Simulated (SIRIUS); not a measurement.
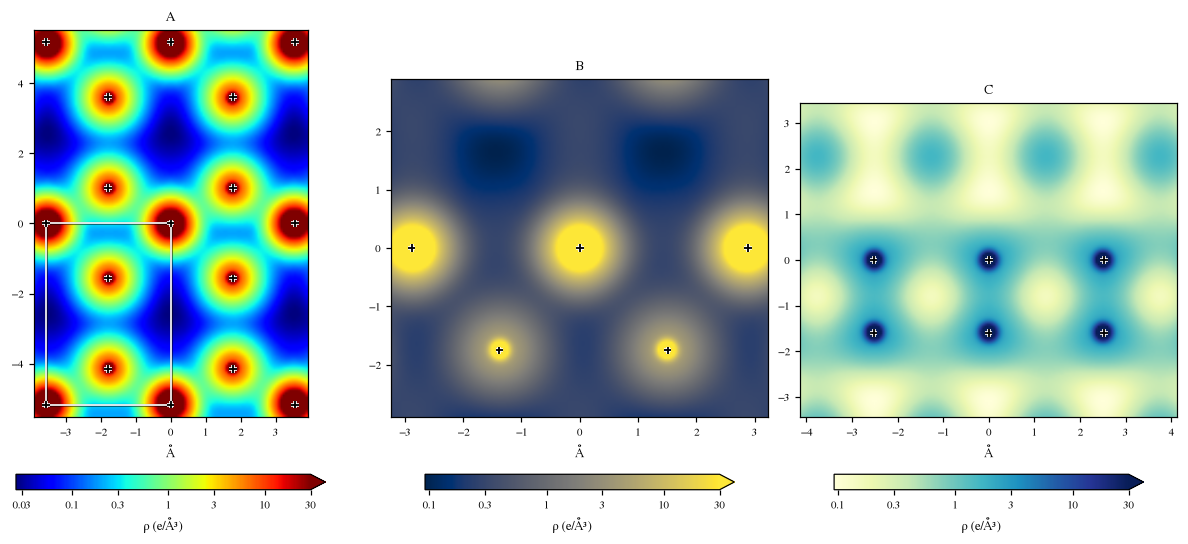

The total electron density of 3 systems, each on a plane through atoms (crosses mark nuclei in the plane).

The calculation used Kohn-Sham DFT of a periodic cell, PBEsol, all-electron FP-LAPW (SIRIUS).

System 1: C, the (010) plane of the standardised cell. Space group C2/m; not relaxed (largest force 1.7 eV/Å).

```
CELL_PARAMETERS angstrom
1.78337 0.00000 -1.78337
-1.78337 1.78337 0.00000
3.56674 3.56674 3.56674
ATOMIC_POSITIONS crystal
C 0.00000 0.00000 0.12925
C 0.66667 0.33333 0.46258
C 0.33333 0.66667 0.79591
C 0.66394 0.32995 0.20474
C 0.33061 0.66329 0.53807
C 0.99728 0.99662 0.87141
```

System 2: TaN, the (011) plane of the conventional cell. Space group P1; not relaxed (largest force 1.3 eV/Å).

```xyz
2
Lattice="0.0000 0.0000 2.8830 2.9380 0.0000 0.0000 -1.4690 2.5444 0.0000" Properties=species:S:1:pos:R:3 pbc="T T T"
Ta    0.0214    0.0212    1.3932
N     1.4195    0.8621    0.0169
```

System 3: HfO₂, the (100) plane of the conventional cell. Space group P4₂/nmc; a structure from a database of computed crystals, not necessarily the ambient phase.

```
Hf O
1.0
     3.55802    0.00000    0.00000
     0.00000    3.55802    0.00000
     0.00000    0.00000    5.17186
Hf O
2 4
Direct
  0.00000 0.00000 0.00000
  0.50000 0.50000 0.50000
  0.00000 0.50000 0.19721
  0.50000 0.00000 0.30279
  0.50000 0.00000 0.80279
  0.00000 0.50000 0.69721
```

Match each panel to its system.

Panel A is system 3, HfO₂: the plane holds Hf and O. Hf–O (2.05 Å): ρ at the midpoint is about 0.77 e/Å³. Panel B is system 2, TaN: the plane holds Ta and N. Ta–Ta (2.88 Å): the density is about 0.3 e/Å³ at the midpoint. Panel C is system 1, C: the plane holds C. C–C (1.59 Å): ρ at the midpoint is about 1.5 e/Å³.
